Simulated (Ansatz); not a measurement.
# Geometry relaxation, with input and output: AlCu (part 2 of 2)

Continued. System: AlCu (Pm-3m, 2 atoms in the cell). Method: DFT r2SCAN, scalar-relativistic, plane waves, PAW, no spin polarisation (Ansatz 0.2.0); cutoff 500 eV, 14×14×14 k-mesh, Gaussian smearing of 0.1 eV. The structure derives from a Materials Project entry.

Geometry of the input (Å; fractional positions):
```
2.9975  0.0000  0.0000
0.0000  2.9975  0.0000
0.0000  0.0000  2.9975
Al 0.0000  0.0000  0.0000
Cu 0.5000  0.5000  0.5000
```

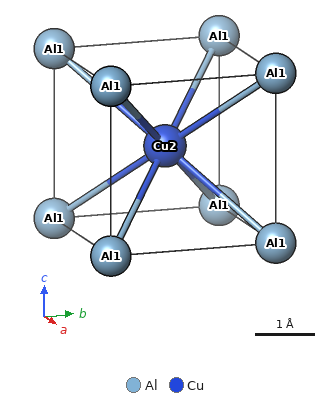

*The geometry at step 2 of the log (ball-and-stick view of the cell of the calculation, seen slightly off an axis; atoms are numbered from 1 in the order of the input).*

**What the program printed, continued**
```
SCF iter   1: F=—  HF=-7171.979500 eV  |F-HF|=—  |Δ(HF+E_count)|=         —  Δρ=4.96e-3  dr2=4.32e-3  dr2_τ=1.45e-3  ethr=2.04e-5  ⟨swp⟩=1.0  Hψ=9356  notcnv=0
preconditioner: auto → none  [metal: Δε(μ)=0.055 eV  Ē_g=10.551 eV  σ=0.100 eV  W_gap=0.28  n_scr=6 (ndim 8)  ℏωp=27.3 eV  f_vac=0.000  D(μ)=0.61/eV (n_scr^D=0)]
SCF iter   2: F=—  HF=-7171.983182 eV  |F-HF|=—  |Δ(HF+E_count)|=   3.68e-3  Δρ=8.35e-3  dr2=1.08e-2  dr2_τ=4.23e-5  ethr=1.97e-5  ⟨swp⟩=2.0  Hψ=3488  notcnv=0  recentre
SCF iter   3: F=—  HF=-7171.980799 eV  |F-HF|=—  |Δ(HF+E_count)|=   2.38e-3  Δρ=3.91e-4  dr2=4.58e-5  dr2_τ=8.97e-7  ethr=1.97e-5  ⟨swp⟩=2.1  Hψ=2858  notcnv=0
SCF iter   4: F=—  HF=-7171.980779 eV  |F-HF|=—  |Δ(HF+E_count)|=   1.97e-5  Δρ=8.11e-5  dr2=1.28e-6  dr2_τ=2.94e-7  ethr=2.08e-7  ⟨swp⟩=2.2  Hψ=3174  notcnv=0  defer=1
SCF iter   5: F=—  HF=-7171.980781 eV  |F-HF|=—  |Δ(HF+E_count)|=   1.59e-6  Δρ=1.17e-4  dr2=1.57e-6  dr2_τ=8.47e-9  ethr=9.09e-10  ⟨swp⟩=5.1  Hψ=7999  notcnv=0
SCF iter   6: F=—  HF=-7171.980781 eV  |F-HF|=—  |Δ(HF+E_count)|=   7.00e-7  Δρ=4.91e-5  dr2=2.74e-7  dr2_τ=7.04e-10  ethr=5.83e-9  ⟨swp⟩=2.0  Hψ=2622  notcnv=0
SCF iter   7: F=-7171.980781 eV  HF=-7171.980781 eV  |F-HF|=3.06e-8  |Δ(HF+E_count)|=   5.27e-9  Δρ=2.41e-5  dr2=6.79e-8  dr2_τ=1.61e-10  ethr=9.09e-10  ⟨swp⟩=3.5  Hψ=5219  notcnv=0
SCF 3 converged in 7 iterations: F = -7171.980781 eV  dr2 = 6.79e-8
relax step   3: F+E_penalty+E_count = -7171.98078140 eV  Δ(F+E_penalty+E_count) = -1.302e-3 eV  max|allowed force component| = 2.631e-29 eV/Å  Δτ_max = 0.0000 Å  P = +0.112 GPa  Ω = 25.830 Å³  energy of the carried Pulay correction = +2.754e-4 eV  (7 SCF iters, dr2 threshold 2.00e-7 eV, accepted)
Crystal: 2 atoms, lattice volume = 25.851 Å³
iter 1 solved again at ethr=1.14e-7 eV; its pass at ethr=3.10e-3 eV (dr2=2.50e-5 eV) is discarded
SCF iter   1: F=—  HF=-7171.980778 eV  |F-HF|=—  |Δ(HF+E_count)|=         —  Δρ=3.79e-4  dr2=2.42e-5  dr2_τ=7.47e-6  ethr=1.14e-7  ⟨swp⟩=1.0  Hψ=8767  notcnv=0
preconditioner: auto → none  [metal: Δε(μ)=0.069 eV  Ē_g=10.577 eV  σ=0.100 eV  W_gap=0.36  n_scr=6 (ndim 8)  ℏωp=27.3 eV  f_vac=0.000  D(μ)=0.61/eV (n_scr^D=0)]
SCF iter   2: F=—  HF=-7171.980797 eV  |F-HF|=—  |Δ(HF+E_count)|=   1.89e-5  Δρ=6.20e-4  dr2=6.04e-5  dr2_τ=2.39e-7  ethr=1.10e-7  ⟨swp⟩=2.0  Hψ=3066  notcnv=0  recentre
SCF iter   3: F=—  HF=-7171.980784 eV  |F-HF|=—  |Δ(HF+E_count)|=   1.33e-5  Δρ=2.21e-5  dr2=1.12e-7  dr2_τ=3.26e-9  ethr=1.10e-7  ⟨swp⟩=2.1  Hψ=2597  notcnv=0
SCF iter   4: F=-7171.980783 eV  HF=-7171.980783 eV  |F-HF|=5.25e-9  |Δ(HF+E_count)|=   4.67e-8  Δρ=5.50e-6  dr2=6.23e-9  dr2_τ=9.86e-10  ethr=1.42e-10  ⟨swp⟩=5.0  Hψ=7920  notcnv=0
SCF 4 converged in 4 iterations: F = -7171.980783 eV  dr2 = 6.23e-9
relax step   4: F+E_penalty+E_count = -7171.98078347 eV  Δ(F+E_penalty+E_count) = -2.076e-6 eV  max|allowed force component| = 9.918e-30 eV/Å  Δτ_max = 0.0000 Å  P = +0.001 GPa  Ω = 25.851 Å³  energy of the carried Pulay correction = +2.699e-4 eV  (4 SCF iters, dr2 threshold 3.13e-8 eV, accepted)
Initial wavefunctions: pseudopotential atomic-orbital guess (no wavefunctions were taken with the density)
iter 1 solved again at ethr=2.02e-9 eV; its pass at ethr=3.10e-3 eV (dr2=4.45e-7 eV) is discarded
SCF iter   1: F=—  HF=-7171.980556 eV  |F-HF|=—  |Δ(HF+E_count)|=         —  Δρ=5.50e-5  dr2=2.39e-7  dr2_τ=2.79e-7  ethr=2.02e-9  ⟨swp⟩=3.6  Hψ=13946  notcnv=0
preconditioner: auto → none  [metal: Δε(μ)=0.068 eV  Ē_g=10.575 eV  σ=0.100 eV  W_gap=0.36  n_scr=6 (ndim 8)  ℏωp=27.3 eV  f_vac=0.000  D(μ)=0.61/eV (n_scr^D=0)]
SCF iter   2: F=—  HF=-7171.980557 eV  |F-HF|=—  |Δ(HF+E_count)|=   2.68e-7  Δρ=6.88e-5  dr2=6.37e-7  dr2_τ=2.56e-8  ethr=1.09e-9  ⟨swp⟩=2.0  Hψ=3088  notcnv=0
SCF iter   3: F=—  HF=-7171.980557 eV  |F-HF|=—  |Δ(HF+E_count)|=   5.18e-7  Δρ=1.08e-4  dr2=2.00e-6  dr2_τ=1.03e-8  ethr=1.09e-9  ⟨swp⟩=2.0  Hψ=3132  notcnv=0  recentre
SCF iter   4: F=—  HF=-7171.980557 eV  |F-HF|=—  |Δ(HF+E_count)|=   4.53e-7  Δρ=4.25e-6  dr2=1.55e-9  dr2_τ=2.04e-10  ethr=1.09e-9  ⟨swp⟩=2.0  Hψ=3122  notcnv=0
SCF iter   5: F=—  HF=-7171.980557 eV  |F-HF|=—  |Δ(HF+E_count)|=   1.26e-9  Δρ=7.98e-7  dr2=8.25e-11  dr2_τ=6.69e-12  ethr=7.02e-12  ⟨swp⟩=2.0  Hψ=3128  notcnv=0
SCF iter   6: F=-7171.980557 eV  HF=-7171.980557 eV  |F-HF|=5.46e-12  |Δ(HF+E_count)|=  1.91e-11  Δρ=1.43e-7  dr2=2.10e-12  dr2_τ=2.55e-13  ethr=1.00e-12  ⟨swp⟩=5.0  Hψ=7048  notcnv=0
SCF 5 converged in 6 iterations: F = -7171.980557 eV  dr2 = 2.10e-12
relax step   5: F+E_penalty+E_count = -7171.98055659 eV  Δ(F+E_penalty+E_count) = +2.269e-4 eV  max|allowed force component| = 2.845e-29 eV/Å  Δτ_max = 0.0000 Å  P = -0.012 GPa  Ω = 25.851 Å³  stress off target by 1.22e-2 GPa  SCF on the basis re-selected at this cell (its energy is not comparable with the rows above)  (6 SCF iters)
basis re-selected at this cell: Δ(F+E_penalty+E_count) = +2.269e-4 eV, ΔP = -0.014 GPa vs the last step (what re-selecting the basis moved, of the pressure what is left beyond the Pulay correction that the steps carried, after the strain that the cell walked since its last selection, with what the two solves' SCF thresholds leave and, on support functions, any second-order correction that the steps lacked; it is no measure of the basis error at this ecutwfc). This SCF's stress stands 1.22e-2 GPa from its target on what of the cell is left free (relax.cell.stress_tol is 5.00e-2 GPa) and its largest allowed force component is 2.84e-29 eV/Å (relax.f_tol is 5.00e-3 eV/Å): within both
SCF converged after 6 iterations
Free energy (F): -7171.980557 eV
Harris-Foulkes:  -7171.980557 eV  (|F-HF|=5.46e-12)
Internal energy: -7171.977516 eV  (E = F + TS)
E sigma→0 (E₀):  -7171.979036 eV
Entropy (-TS):   -0.003040 eV (-1.520 meV/atom)
Fermi energy:    13.708955 eV
--- Per-component energies (eV) ---
  E_band       = -447.474487
  E_kinetic    = 324.546177
  E_local      = -5159.999045  (includes V_loc(G=0)·N_el)
  E_nonlocal   = 400.934895
  E_hartree    = 2311.932214
  E_xc         = -121.963368
  E_vxc        = -158.520594  (∫ρ·V_xc dr)
  E_paw        = -2148.230952  (= ΣΔE_a)
  E_vpaw       = -489.005769  (= ΣTr[D̂ρ^β])
  E_aug_tail   = 0.000146  (compensation charges beyond the density's cutoff)
  E_vtau       = 10.705288  (kinetic-family band-sum trace: ∫τ·v_τ [+ j·A + Jᵃ·Aᵃ] dr)
  E_ewald      = -2778.836368
  E_core_change = -0.361216  (= ΣΔE_core)
  E_smearing   = -0.003040  (= −TS)
  E_closure    = -0.000000  (closes the sum)
  Σ components = -7171.980557   (vs F -7171.980557, Δ=0.00e0)
--- Forces (eV/Å), atoms counted from 1 ---
  atom   1  Al    -0.00000000    -0.00000000    -0.00000000
  atom   2  Cu     0.00000000    -0.00000000     0.00000000
  max |Σ_I F_I| component: 5.67e-29 eV/Å
--- Stress (GPa, compression-positive) ---
       -0.012185       0.000000       0.000000
        0.000000      -0.012185       0.000000
        0.000000       0.000000      -0.012185
  P = ⅓ Tr σ = -0.0122 GPa (-0.122 kbar)
--- Band table (eV; the first three rows and the last of 120) ---
  k-point 0: bands = ["-104.3941", "-60.1988", "-60.1988", "-60.1988", "1.2097", "8.3694", "8.3694", "9.5575", "9.5575", "9.5575", "17.8927", "17.8927", "17.8927", "20.2307", "20.2307"]
  k-point 1: bands = ["-104.3941", "-60.1993", "-60.1988", "-60.1988", "1.3034", "8.3725", "8.3843", "9.5307", "9.5307", "9.5604", "16.7518", "18.0058", "18.0058", "20.2632", "21.2363"]
  k-point 2: bands = ["-104.3940", "-60.2008", "-60.1987", "-60.1987", "1.5834", "8.3683", "8.4261", "9.4575", "9.4575", "9.5685", "14.9681", "18.3386", "18.3386", "20.3598", "22.5256"]
  k-point 119: bands = ["-104.3926", "-60.2072", "-60.2072", "-60.2072", "7.7929", "7.7929", "7.7929", "9.9432", "9.9432", "14.3038", "14.3038", "14.3038", "16.0501", "16.0501", "16.0501"]
--- Relaxed structure (4 steps of the walk, 4 accepted, 1 SCFs on fresh bases) ---
  F+E_penalty+E_count = -7171.98055659 eV   max|allowed force component| = 2.845e-29 eV/Å   (the final SCF, on the basis selected at the relaxed cell)
  cell:  # Å, volume = 25.8515 Å³
    - [2.956844573697096, -1.4283980420871998e-33, 2.367288889975977e-33]
    - [-1.4283980420871998e-33, 2.956844573697096, 0.0]
    - [2.367288889975977e-33, 0.0, 2.956844573697096]
  atoms:
    - { symbol: Al, position: [-8.031376821497039e-35, 4.015688410745598e-36, 2.6771256071669783e-36] }
    - { symbol: Cu, position: [0.5, 0.5, 0.5] }
```

**Trajectory as extended XYZ (Å, eV, eV/Å), 5 frames, from step=1 to step=5**
```
2
Lattice="2.9975 0.0000 0.0000 0.0000 2.9975 0.0000 0.0000 0.0000 2.9975" Properties=species:S:1:pos:R:3:forces:R:3 step=1 energy=-7171.96316 pressure_GPa=-4.95
Al    0.0000    0.0000    0.0000    0.0000   0.0000   0.0000
Cu    1.4988    1.4988    1.4988    0.0000   0.0000   0.0000
2
Lattice="2.9675 0.0000 0.0000 0.0000 2.9675 0.0000 0.0000 0.0000 2.9675" Properties=species:S:1:pos:R:3:forces:R:3 step=2 energy=-7171.97948 pressure_GPa=-1.40
Al    0.0000    0.0000    0.0000    0.0000   0.0000   0.0000
Cu    1.4837    1.4837    1.4837    0.0000   0.0000   0.0000
2
Lattice="2.9560 0.0000 0.0000 0.0000 2.9560 0.0000 0.0000 0.0000 2.9560" Properties=species:S:1:pos:R:3:forces:R:3 step=3 energy=-7171.98078 pressure_GPa=0.11
Al    0.0000    0.0000    0.0000    0.0000   0.0000   0.0000
Cu    1.4780    1.4780    1.4780    0.0000   0.0000   0.0000
2
Lattice="2.9568 0.0000 0.0000 0.0000 2.9568 0.0000 0.0000 0.0000 2.9568" Properties=species:S:1:pos:R:3:forces:R:3 step=4 energy=-7171.98078 pressure_GPa=0.00
Al    0.0000    0.0000    0.0000    0.0000   0.0000   0.0000
Cu    1.4784    1.4784    1.4784    0.0000   0.0000   0.0000
2
Lattice="2.9568 0.0000 0.0000 0.0000 2.9568 0.0000 0.0000 0.0000 2.9568" Properties=species:S:1:pos:R:3:forces:R:3 step=5 energy=-7171.98056 pressure_GPa=-0.01
Al    0.0000    0.0000    0.0000    0.0000   0.0000   0.0000
Cu    1.4784    1.4784    1.4784    0.0000   0.0000   0.0000
```

**Results in brief**

```json
{"quantity": "outcome", "value": "converged"}
{"quantity": "space group (tolerance 0.01 Å)", "value": "Pm-3m (221)"}
{"quantity": "electrons treated", "value": "22"}
{"quantity": "free energy", "value": "−7171.9806 eV"}
{"quantity": "Fermi energy", "value": "13.709 eV"}
{"quantity": "gap on the k-point mesh", "value": "none (metallic)"}
{"quantity": "pressure", "value": "−0.01 GPa"}
{"quantity": "final volume", "value": "25.85 Å³"}
{"quantity": "largest force (length of the vector) at the end", "value": "under 0.001 eV/Å"}
{"quantity": "final cell", "value": "a = 2.957 Å, b = 2.957 Å, c = 2.957 Å, α = 90.00°, β = 90.00°, γ = 90.00°"}
{"quantity": "hardware", "value": "1 thread of Intel Xeon @ 2.50GHz (Skylake/Cascade Lake), 189 GiB of memory available, shared host"}
{"quantity": "wall time", "value": "61 s"}
{"quantity": "peak memory", "value": "0.45 GiB"}
```
